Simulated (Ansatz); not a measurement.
# Run report: BN, single-point calculation

The run: single-point calculation of BN (Cm, 4 atoms in the cell). Method and program: DFT PBE+D3(BJ), scalar-relativistic, plane waves, PAW, no spin polarisation (Ansatz 0.2.0).

The structure derives from an entry of the Crystallography Open Database. Figures and captions count atoms from 1; the log counts them from 0 in places.

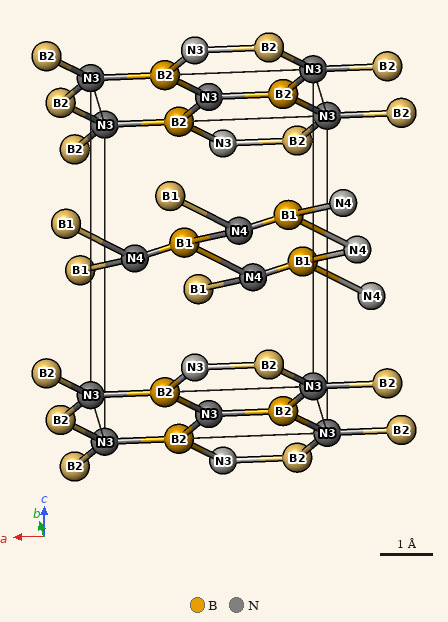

*The structure as given in the input (ball-and-stick view of the cell 2 times as large as that of the calculation, set on its symmetry axes, seen at an oblique angle; neighbours outside the cell are drawn fainter; atoms are numbered from 1 in the order of the input).*

Near neighbours in the crystal (not all of them lie inside the picture): B has 3 N at 1.01 to 1.76 Å; N has 3 B at 1.01 to 1.76 Å.

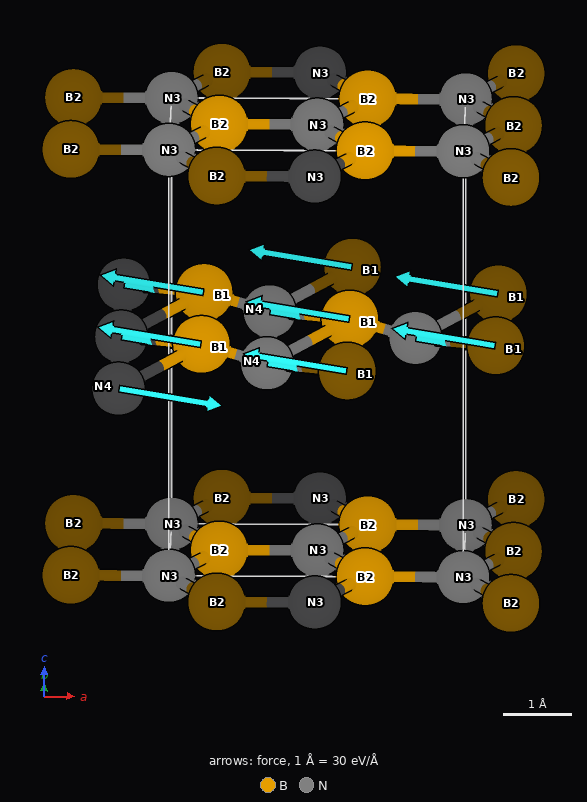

*Forces on the atoms as teal arrows (ball-and-stick view of the cell 2 times as large as that of the calculation, set on its symmetry axes, seen at an oblique angle; neighbours outside the cell are drawn fainter; atoms are numbered from 1 in the order of the input); the smallest are left out.*

The largest act on N4 (47.15 eV/Å); B1 (47.15 eV/Å). The geometry is not a stationary point of this energy.

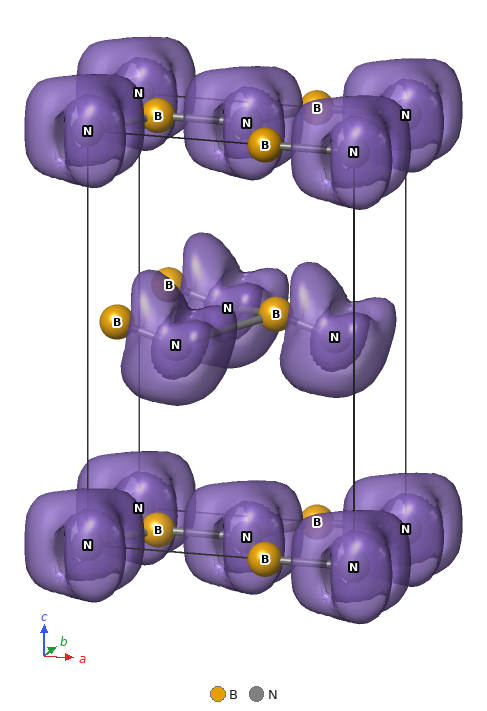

*Isosurface of the electron localisation function at 0.75 (purple), seen slightly off an axis. Only the valence region is drawn (cores and ρ < 0.01 e/Å³ removed). Sticks mark near contacts. The outline is the cell set on symmetry axes.*

Values along the shortest contacts: B–N (1.01 Å): the ELF peaks at about 0.85 between the atoms (inside overlapping PAW spheres, so only a guide) (a shared but strongly polarised pair). In a PAW calculation such maps are meaningful between the atoms, not at the nuclei.

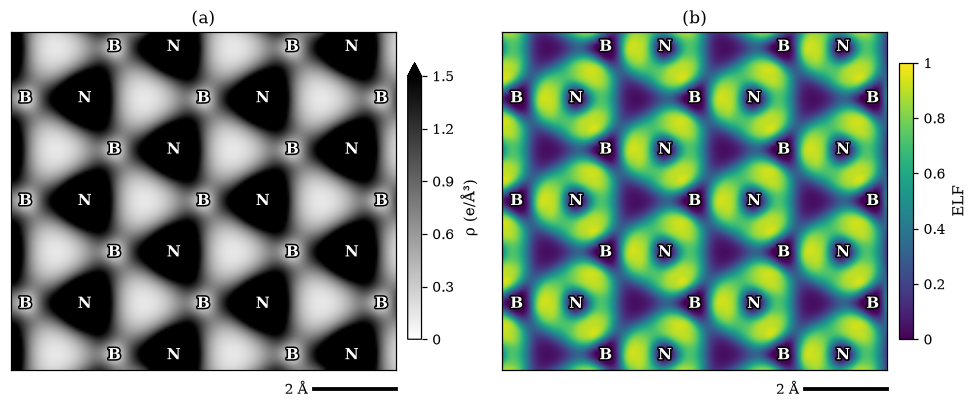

*(a) valence electron density; (b) ELF on the (001) plane of the conventional cell.*

The section cuts through B and N sites. Away from the nuclei the density in this plane falls to 0.14 e/Å³ at its lowest.

These pictures come from the run below.

Input file:
```yaml
crystal:
  lattice:
    - [2.5061233057, 0.0, 0.0]
    - [-1.2530616528, 2.1703664477, 0.0]
    - [0.0, 0.0, 6.597357142]
  atoms:
    - { symbol: B, position: [-0.1105804046, -0.2211608093, 0.4563461559] }
    - { symbol: B, position: [0.3333333333, 0.6666666667, 0.0] }
    - { symbol: "N", position: [0.0, 0.0, 0.0] }
    - { symbol: "N", position: [0.6666666667, 0.3333333333, 0.5] }
basis:
  ecutwfc: 420
kpoints:
  mp_grid: { grid: [12, 12, 4] }
hamiltonian:
  xc: pbe
  dispersion: d3bj
scf:
  occupations: { method: gaussian, width: 0.05 }
output:
  forces: true
  stress: true
  eigenvalues: true
  write_density: true
  write_potential: true
  elf: true
  volumetric_format: npy
```

Command:
```bash
ansatz run input.yaml --threads 2 --pin off --max-ram 4096MiB --backend cpu --events-out ev --progress --plain --runs-dir out
```

The program's output:
```
Engine: ansatz 0.2.0, aarch64-unknown-linux-gnu
Pseudopotentials: kind: paw
Pseudopotential: B, paw, valence charge 3, recommended cutoff 420 eV (normal), B.paw.azcp
Pseudopotential: N, paw, valence charge 5, recommended cutoff 420 eV (normal), N.paw.azcp
Functional definition: PBE
  parameter kappa = 0.804
  parameter beta = 0.06672455060314922
  exchange = pbe_x(kappa = kappa, mu = beta*pi^2/3)
  correlation = pbe_c(beta = beta)
Crystal: 4 atoms, lattice volume = 35.884 Å³
Basis set: ecut = 420 eV, 713 PW (Γ), exchange–correlation on 36×36×90 points (8 copies of the dense FFT grid, shifted against one another)
Bands: 12, of which v1, the nominal top of the filled ones, is band 8 counted from 1 (7 counted from 0)
Symmetry: 2 space group operations
Space group: Cm (ITA 8), of the structure as read, at distance tolerance 3.3e-5 Å
k-points: 164 of 576 (time reversal used)
Non-local potential: B, projectors of the file, l = 0: 2, l = 1: 2, l = 2: 1
Non-local potential: N, projectors of the file, l = 0: 2, l = 1: 2, l = 2: 1
PAW form: soft (Blöchl's): semilocal exchange-correlation on the pseudo side does not see the compensation charge
PAW one-centre angular grid: B, 110 points (default); XC on 64 Gauss nodes
PAW one-centre angular grid: N, 110 points (default); XC on 64 Gauss nodes
Initial density: superposition of atomic densities (neutral atoms: chi_scale 0, normalization atom), corrected by the library's trained network
Initial wavefunctions: pseudopotential atomic-orbital guess
Functional: x = pbe(κ = 0.804, μ = 0.2195149727645171), c = pbe(β = 0.06672455060314922)
SCF iter   1: F=—  HF=-1077.273354 eV  |F-HF|=—  |Δ(HF+E_count)|=         —  Δρ=1.08e-2  dr2=3.29e-2  ethr=1.77e-3  ⟨swp⟩=6.6  Hψ=12220  notcnv=0
preconditioner: auto → none  [insulator: Δε(μ)=2.263 eV  Ē_g=15.100 eV  σ=0.050 eV  W_gap=1.00  n_scr=4 (ndim 8)  ℏωp=24.8 eV  f_vac=0.017  D(μ)=0.00/eV (n_scr^D=0)  ε∞_Penn≈3.7]
SCF iter   2: F=—  HF=-1077.267698 eV  |F-HF|=—  |Δ(HF+E_count)|=   5.66e-3  Δρ=4.64e-3  dr2=4.12e-3  ethr=2.06e-4  ⟨swp⟩=2.7  Hψ=4792  notcnv=0
SCF iter   3: F=—  HF=-1077.268182 eV  |F-HF|=—  |Δ(HF+E_count)|=   4.84e-4  Δρ=1.94e-3  dr2=7.34e-4  ethr=2.57e-5  ⟨swp⟩=2.2  Hψ=3204  notcnv=0
SCF iter   4: F=—  HF=-1077.268583 eV  |F-HF|=—  |Δ(HF+E_count)|=   4.01e-4  Δρ=5.31e-4  dr2=1.10e-4  ethr=4.58e-6  ⟨swp⟩=2.4  Hψ=3070  notcnv=0
SCF iter   5: F=—  HF=-1077.268621 eV  |F-HF|=—  |Δ(HF+E_count)|=   3.73e-5  Δρ=2.23e-4  dr2=3.29e-5  ethr=6.88e-7  ⟨swp⟩=2.0  Hψ=2852  notcnv=0
SCF iter   6: F=—  HF=-1077.268606 eV  |F-HF|=—  |Δ(HF+E_count)|=   1.50e-5  Δρ=6.99e-5  dr2=7.33e-7  ethr=2.06e-7  ⟨swp⟩=2.4  Hψ=2778  notcnv=0
SCF iter   7: F=—  HF=-1077.268607 eV  |F-HF|=—  |Δ(HF+E_count)|=   9.03e-7  Δρ=2.44e-5  dr2=1.13e-7  ethr=6.25e-10  ⟨swp⟩=10.2  Hψ=14732  notcnv=0
SCF iter   8: F=-1077.268607 eV  HF=-1077.268607 eV  |F-HF|=4.11e-9  |Δ(HF+E_count)|=   7.37e-8  Δρ=3.48e-6  dr2=1.89e-9  ethr=6.25e-10  ⟨swp⟩=8.9  Hψ=13171  notcnv=0
SCF 1 converged in 8 iterations: F = -1077.268607 eV  dr2 = 1.89e-9
  greatest PAW one-centre occupation: 0.838 electrons in one spin orbital (limit 2), on the N atom at site 3 (counted from 0), in its partial waves of l = 0
SCF converged after 8 iterations
Free energy (F): -1077.268607 eV
Harris-Foulkes:  -1077.268607 eV  (|F-HF|=4.11e-9)
Internal energy: -1077.268607 eV  (E = F + TS)
E sigma→0 (E₀):  -1077.268607 eV
Fermi energy:    7.212020 eV
--- Per-component energies (eV) ---
  E_band       = -38.865081
  E_kinetic    = 376.864982
  E_local      = -725.547731  (includes V_loc(G=0)·N_el)
  E_nonlocal   = 124.991007
  E_hartree    = 231.848964
  E_xc         = -185.496310
  E_vxc        = -229.978068  (∫ρ·V_xc dr)
  E_paw        = -416.488095  (= ΣΔE_a)
  E_vpaw       = -48.893299  (= ΣTr[D̂ρ^β])
  E_aug_tail   = 0.000205  (compensation charges beyond the density's cutoff)
  E_ewald      = -482.870452
  E_disp       = -0.571175  (pairwise vdW)
  E_smearing   = -0.000000  (= −TS)
  E_closure    = -0.000000  (closes the sum)
  Σ components = -1077.268607   (vs F -1077.268607, Δ=0.00e0)
--- Forces (eV/Å), atoms counted from 1 ---
  atom   1  B      0.00000000    46.48428078    -7.91690746
  atom   2  B     -0.00000000    -0.00622567    -0.23947255
  atom   3  N      0.00000000     0.00129720     0.20328800
  atom   4  N     -0.00000000   -46.47939043     7.95312888
  max |Σ_I F_I| component: 3.81e-5 eV/Å
--- Stress (GPa, compression-positive) ---
        3.656040       0.000000      -0.000000
        0.000000     171.543081     -59.603505
       -0.000000     -59.603532       9.373849
  P = ⅓ Tr σ = 61.5243 GPa (615.243 kbar)
--- Band table (eV; the first three rows and the last of 164) ---
  k-point 0: bands = ["-13.3563", "-12.4491", "-1.8237", "0.4332", "0.9270", "2.9841", "2.9853", "6.1922", "9.3793", "14.0174", "14.3839", "15.7393"]
  k-point 1: bands = ["-13.3459", "-12.4641", "-1.5974", "0.0533", "0.9699", "2.9847", "2.9859", "6.1929", "9.9358", "13.4912", "14.3839", "15.6328"]
  k-point 2: bands = ["-13.3354", "-12.4796", "-1.2208", "-0.4491", "0.9892", "2.9844", "2.9857", "6.1930", "10.7360", "12.6911", "14.3834", "15.5633"]
  k-point 163: bands = ["-10.3762", "-10.0052", "-3.2725", "-2.4367", "-1.5446", "0.8761", "2.4881", "3.2586", "9.9432", "10.2522", "14.2007", "15.8610"]
```

Results in brief:

```tsv
quantity	value
outcome	converged
space group (tolerance 0.01 Å)	Cm (8)
electrons treated	16
free energy	−1077.2686 eV
Fermi energy	7.212 eV
gap on the k-point mesh	2.04 eV
pressure	61.52 GPa
largest force (length of the vector)	47.155 eV/Å
hardware	2 threads of Arm Neoverse V1, 24 GiB of memory available, shared host
wall time	7 s (CPU time 14 s)
peak memory	0.36 GiB
```
